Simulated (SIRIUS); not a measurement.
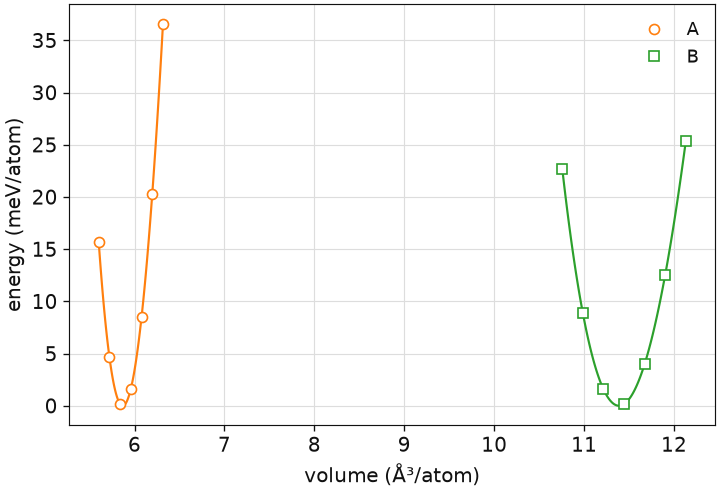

The figure compares two calculations of the energy against volume, each curve from its own zero. The first is for GaN, space group F-43m (No. 216).

The cell holds 2 atoms.

How it was computed, with SIRIUS 7.12.0: plane-wave DFT, no spin polarisation; energies at scaled volumes of the given cell, shape and fractions fixed, counted from the fit's minimum, third-order Birch-Murnaghan fit. Level: PBEsol.

k mesh 10×10×10; occupations Fermi–Dirac; smearing width 0.05 eV; potentials dojo sr pbesol 0.4.1 standard; wave cutoff 1152 eV; density cutoff 4606 eV.

In the second, Ga is replaced by B on all its sites, which gives BN in the same structure. The second calculation uses k mesh 13×13×13.

Q: Which of A and B is the second calculation, and what did the change do?

A: A. The equilibrium volume falls from 11.39 to 5.87 Å³/atom (−48 %) and the bulk modulus rises from 188 to 385 GPa (+105 %).

V0 and the bulk modulus come from third-order Birch–Murnaghan fits.
